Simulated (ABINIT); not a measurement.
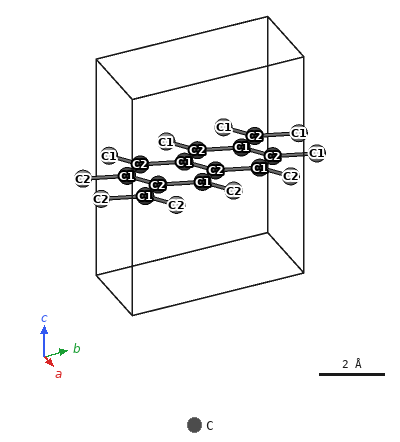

The input geometry (ball-and-stick view of the 2 × 3 repeat of the cell, with the vacuum cut short, seen slightly off an axis; neighbours outside the cell are drawn fainter; atoms are numbered from 1 in the order of the input). An atom can appear more than once, as a periodic image. Near neighbours in the periodic cell (some may lie outside the picture): C has 3 C at 1.42 Å.

Single-point calculation of C (part 1 of 2)

The run: single-point calculation of C (P6/mmm, 2 atoms in the cell). Method and program: Kohn-Sham DFT of a periodic cell, r2SCAN, PseudoDojo NC SR PBE v0.5 stringent, no spin polarisation (ABINIT 10.8.3).

The structure derives from a Materials Project entry.

## Log
```
.Version 10.8.3 of ABINIT
 Symmetries : space group P6/m m m (#191); Bravais hP (primitive hexag.)
================================================================================
 Values of the parameters that define the memory need of the present run
     intxc =       0    ionmov =       0      iscf =       7    lmnmax =       4
     lnmax =       4     mgfft =     160  mpssoang =       2    mqgrid =    5076
     natom =       2  nloc_mem =       1    nspden =       1   nspinor =       1
    nsppol =       1      nsym =      24    n1xccc =    2501    ntypat =       1
    occopt =       3   xclevel =       2
       mpw =        4955          nfft =      324000          nkpt =          24
================================================================================
================================================================================

--------------------------------------------------------------------------------
------------- Echo of variables that govern the present computation ------------
--------------------------------------------------------------------------------
 -outvars: echo values of preprocessed input variables --------
            acell      1.0000000000E+00  1.0000000000E+00  1.0000000000E+00 Bohr
              amu      1.20110000E+01
        boxcutmin      3.00000000E+00
             ecut      4.90000000E+01 Hartree
              ixc     -497498
         kptrlatt        9    0    0      0    9    0      0    0    2
          kptrlen      4.17734003E+01
            natom           2
            nband           8
   nc_xccc_gspace           1
            ngfft          45      45     160
             nkpt          24
            nstep         100
             nsym          24
           ntypat           1
           occopt           3
        prtebands           0
           prteig           0
          prtkden           1
           prtpot           1
         prtvclmb           1
           prtvha           1
           prtvol           2
            prtwf           0
            rprim      4.6414889220E+00  0.0000000000E+00  0.0000000000E+00
                      -2.3207444610E+00  4.0196473179E+00  0.0000000000E+00
                       0.0000000000E+00  0.0000000000E+00  1.6107653891E+01
          spgroup         191
           tolvrs      1.00000000E-09
           tsmear      1.83747000E-03 Hartree
            typat      1  1
          usekden           1
           xangst      1.2280850803E+00  7.0903525169E-01  0.0000000000E+00
                       3.4364889748E-17  1.4180705034E+00  0.0000000000E+00
            xcart      2.3207444610E+00  1.3398824393E+00  0.0000000000E+00
                       6.4940229971E-17  2.6797648786E+00  0.0000000000E+00
             xred      6.6666666667E-01  3.3333333333E-01  0.0000000000E+00
                       3.3333333333E-01  6.6666666667E-01  0.0000000000E+00
            znucl        6.00000

================================================================================

 chkinp: Checking input parameters for consistency.

================================================================================
== DATASET  1 ==================================================================

--- !DatasetInfo
iteration_state: {dtset: 1, }
dimensions: {natom: 2, nkpt: 24, mband: 8, nsppol: 1, nspinor: 1, nspden: 1, mpw: 4955, }
cutoff_energies: {ecut:  49.0, pawecutdg:  -1.0, }
electrons: {nelect:   8.00000000E+00, charge:   0.00000000E+00, occopt:   3.00000000E+00, tsmear:   1.83747000E-03, }
meta: {optdriver: 0, ionmov: 0, optcell: 0, iscf: 7, paral_kgb: 0, }
...

 Real(R)+Recip(G) space primitive vectors, cartesian coordinates (Bohr,Bohr^-1):
 R(1)=  4.6414889  0.0000000  0.0000000  G(1)=  0.2154481  0.1243890  0.0000000
 R(2)= -2.3207445  4.0196473  0.0000000  G(2)=  0.0000000  0.2487780  0.0000000
 R(3)=  0.0000000  0.0000000 16.1076539  G(3)=  0.0000000  0.0000000  0.0620823
 Unit cell volume ucvol=  3.0052289E+02 bohr^3
 Angles (23,13,12)=  9.00000000E+01  9.00000000E+01  1.20000000E+02 degrees

 getcut: wavevector=  0.0000  0.0000  0.0000  ngfft=  45  45 160
         ecut(hartree)=     49.000   => boxcut(ratio)=   3.00838

 getcut : COMMENT -
  Note that boxcut > 2.2 ; recall that boxcut=Gcut(box)/Gcut(sphere) = 2
  is sufficient for exact treatment of convolution.
  Such a large boxcut is a waste : you could raise ecut
  e.g. ecut=  110.866535 Hartrees makes boxcut=2

--- Pseudopotential description ------------------------------------------------
- pspini: atom type   1  psp file is ./C.upf
12 -101130 1 -1 1248                          pspcod,pspxc,lmax,lloc,mmax
     nproj     2     2

   6.90154688E+01                                ecore*ucvol(ha*bohr**3)
--------------------------------------------------------------------------------

================================================================================

--- !BeginCycle
iteration_state: {dtset: 1, }
solver: {iscf: 7, nstep: 100, nline: 4, wfoptalg: 0, }
tolerances: {tolvrs: 1.00E-09, }
...

     iter   Etot(hartree)      deltaE(h)  residm     vres2
 ETOT  1  -12.078100728757    -1.208E+01 1.250E-01 2.696E+03
 ETOT  2  -12.114779799968    -3.668E-02 9.865E-03 4.995E+02
 ETOT  3  -12.114998269759    -2.185E-04 1.016E-03 3.273E+02
 ETOT  4  -12.115147925368    -1.497E-04 1.124E-03 1.816E+02
 ETOT  5  -12.115213820704    -6.590E-05 8.271E-04 1.043E+02
 ETOT  6  -12.115272482780    -5.866E-05 1.219E-03 1.431E+01
 ETOT  7  -12.115275106910    -2.624E-06 2.962E-04 1.534E+00
 ETOT  8  -12.115275159569    -5.266E-08 4.633E-04 2.544E-01
 ETOT  9  -12.115275162183    -2.613E-09 1.525E-04 1.546E-02
 ETOT 10  -12.115275168014    -5.831E-09 5.300E-04 1.826E-04
 ETOT 11  -12.115275168185    -1.708E-10 3.569E-04 9.665E-06
 ETOT 12  -12.115275168183     1.474E-12 7.497E-04 5.609E-07
 ETOT 13  -12.115275168183    -8.527E-14 4.921E-04 1.379E-08
 ETOT 14  -12.115275168187    -3.313E-12 7.088E-04 1.982E-09
 ETOT 15  -12.115275168185     1.389E-12 3.212E-04 3.990E-10

 At SCF step   15       vres2   =  3.99E-10 < tolvrs=  1.00E-09 =>converged.

Result for kinetic energy density :

--------------------------------------------------------------------------------
 Total kinetic energy density [Ha/Bohr^3]
)     Maximum=    2.6087E+00  at reduced coord.    0.3333    0.6667    0.0000
)     Minimum=    2.1168E-07  at reduced coord.    0.0444    0.0000    0.5000
   Integrated=    8.2838E+00
--------------------------------------------------------------------------------

 Cartesian components of stress tensor (hartree/bohr^3)
  sigma(1 1)= -5.61262648E-05  sigma(3 2)=  0.00000000E+00
  sigma(2 2)= -5.61262648E-05  sigma(3 1)=  0.00000000E+00
  sigma(3 3)=  8.55350771E-09  sigma(2 1)=  0.00000000E+00

--- !ResultsGS
iteration_state: {dtset: 1, }
comment   : Summary of ground state results
lattice_vectors:
- [  4.6414889,   0.0000000,   0.0000000, ]
- [ -2.3207445,   4.0196473,   0.0000000, ]
- [  0.0000000,   0.0000000,  16.1076539, ]
lattice_lengths: [   4.64149,    4.64149,   16.10765, ]
lattice_angles: [ 90.000,  90.000, 120.000, ] # degrees, (23, 13, 12)
lattice_volume:   3.0052289E+02
convergence: {deltae:  1.389E-12, res2:  3.990E-10, residm:  3.212E-04, diffor: null, }
etotal    :  -1.21152752E+01
entropy   :   0.00000000E+00
fermie    :  -1.91533419E-02
cartesian_stress_tensor: # hartree/bohr^3
- [ -5.61262648E-05,   0.00000000E+00,   0.00000000E+00, ]
- [  0.00000000E+00,  -5.61262648E-05,   0.00000000E+00, ]
- [  0.00000000E+00,   0.00000000E+00,   8.55350771E-09, ]
pressure_GPa:   1.1008E+00
xred      :
- [  6.6667E-01,   3.3333E-01,   0.0000E+00,  C]
- [  3.3333E-01,   6.6667E-01,   0.0000E+00,  C]
cartesian_forces: # hartree/bohr
- [  0.00000000E+00,   0.00000000E+00,  -0.00000000E+00, ]
- [  0.00000000E+00,   0.00000000E+00,  -0.00000000E+00, ]
force_length_stats: {min:   0.00000000E+00, max:   0.00000000E+00, mean:   0.00000000E+00, }
...

 Integrated electronic density in atomic spheres:
 ------------------------------------------------
 Atom  Sphere_radius  Integrated_density
    1        2.00000          4.82064093
    2        2.00000          4.82064093
================================================================================

 ----iterations are completed or convergence reached----
```
